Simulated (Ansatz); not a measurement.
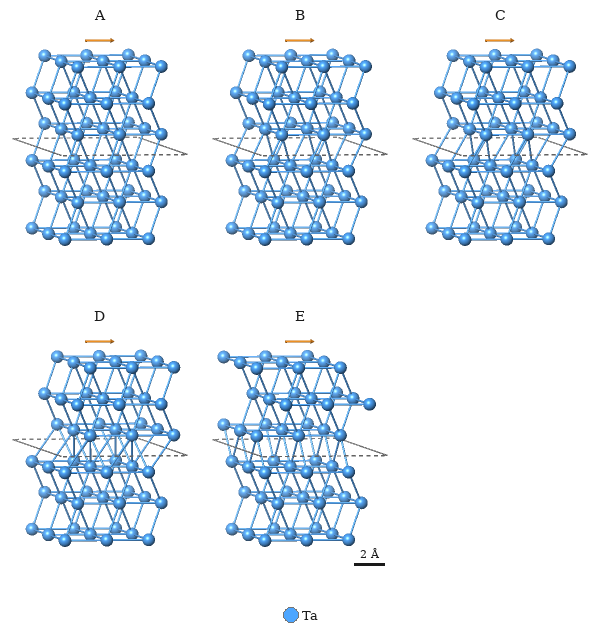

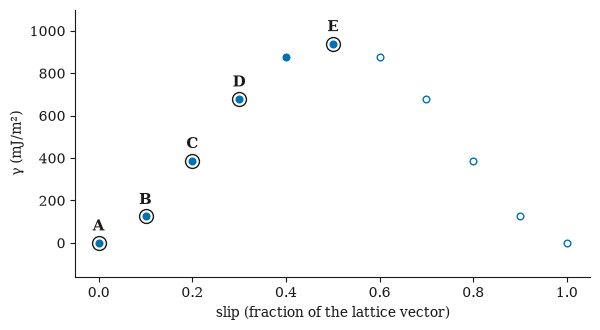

A scan of a crystal of Ta (Im-3m): the crystal above a cut along the (0 1 1) plane of the conventional cell (between a plane of Ta below and one of Ta above, 2.32 Å apart) is slid rigidly by fractions of an in-plane lattice vector 2.84 Å long (a generalised stacking fault). One cut stands in each cell, which starts 9.3 Å high; nothing is relaxed, and the dashed outline marks the cut, the arrow on top the direction of slip. The lettered frames are marked on the plot. Hollow markers are points alike by symmetry, not computed again. Style: ball-and-stick. Shown: the layers on both sides of the cut, from the side, nearly along the cut plane.

These are results of Ansatz, DFT PBEsol, scalar-relativistic, plane waves, PAW, not measurements. (plane-wave cutoff 420 eV; k-point mesh 22 × 22 × 7; occupations gaussian; smearing width 0.15 eV; no spin polarisation). Energies (free energies at the smearing named) are counted from the relaxed crystal.

Question: Read off the main features of the energy profile.

Answer: The curve starts and ends at zero, since a full lattice vector restores the crystal. Its highest computed point is 940 mJ/m² at slip 0.50, which the unstable stacking-fault energy of this rigid path equals or slightly exceeds. No local minimum shows among the points, so there is no metastable fault on this line. The path is symmetric about half-way. Relaxation across the fault would lower the values.
